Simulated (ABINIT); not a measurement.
**BN (P6_3mc): refractive index against wavelength**

The refractive index of BN (P6_3mc) along x below the direct gap (8.42 eV on the mesh) is read from one computed spectrum, n = √(Re ε). x, y and z are the Cartesian axes of the input cell.

Symmetry: P6_3mc, No. 186, hexagonal system. Conventional cell: a = 2.536 Å, b = 2.536 Å, c = 4.199 Å, α = 90.00°, β = 90.00°, γ = 120.00°. Around N on site b lie 4 B at 1.56 to 1.57 Å. Around B on site b lie 4 N at 1.56 to 1.57 Å.

Method: ABINIT 10.8.3, PBE, independent particles, k-mesh 14×14×8, Lorentzian half width 0.05 eV.

Launch of the response step: `optic optic.abi`. The run took 41 s, its band step included, on 4 threads of Arm Neoverse V1 (shared host).

| wavelength (nm) | photon energy E (eV) | n |
| --- | --- | --- |
| 532 | 2.331 | 2.1516 |
| 450 | 2.755 | 2.1638 |
| 405 | 3.061 | 2.1740 |
| 365 | 3.397 | 2.1869 |
| 308 | 4.025 | 2.2158 |
| 266 | 4.661 | 2.2525 |
| 248 | 4.999 | ? |

In the single-oscillator model n² − 1 = E₀E_d/(E₀² − E²), so 1/(n² − 1) = E₀/E_d − E²/(E₀E_d) is linear in E².

Working, on the rows shown:

| x = E² (eV²) | y = 1/(n² − 1) |
| --- | --- |
| 5.43137 | 0.275529 |
| 7.59115 | 0.271589 |
| 9.37179 | 0.268364 |
| 11.5384 | 0.264373 |
| 16.2043 | 0.25577 |
| 21.7255 | 0.245474 |

Means: x̄ = 11.977, ȳ = 0.26352. Σ(x − x̄)(y − ȳ) = -0.3357, Σ(x − x̄)² = 182. Slope = -0.3357 / 182 = -0.001845; intercept = ȳ − slope · x̄ = 0.28561. Turned back into n, the line misses the rows shown by at most 0.00022.

Problem. Predict the last column of the withheld row from the fit.

Solution. At x = 24.994 the line gives y = 0.2395, that is 2.2749. The run gave 2.2757, so the extrapolation is off by 0.00077, 0.6 % of the range in the table.

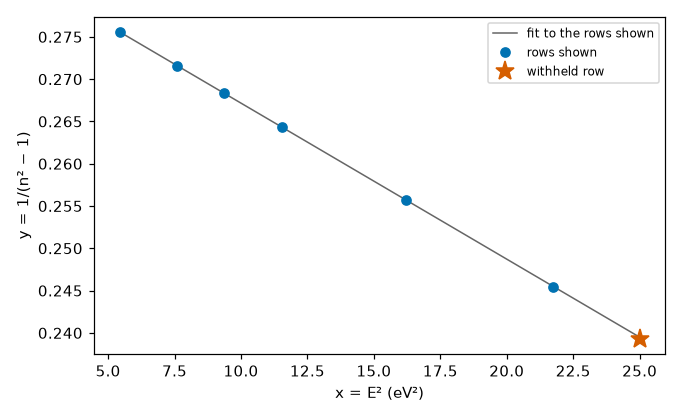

Refitted with all rows, the slope is -0.001852 and the intercept 0.28568. These give E₀ = √(intercept/−slope) = 12.42 eV and E_d = E₀/intercept = 43.5 eV; E₀ is 1.5 times the direct gap. The electronic limit at long wavelengths, without lattice vibrations, is n = √(1 + 1/intercept) = 2.121. The cell comes from an older database entry, whose edges can be off by a per cent or so. Excitons are left out and so are local fields; PBE gaps are as a rule too small. The values come from a sum over the points of one k-mesh and carry its error, which grows as the direct gap shrinks.
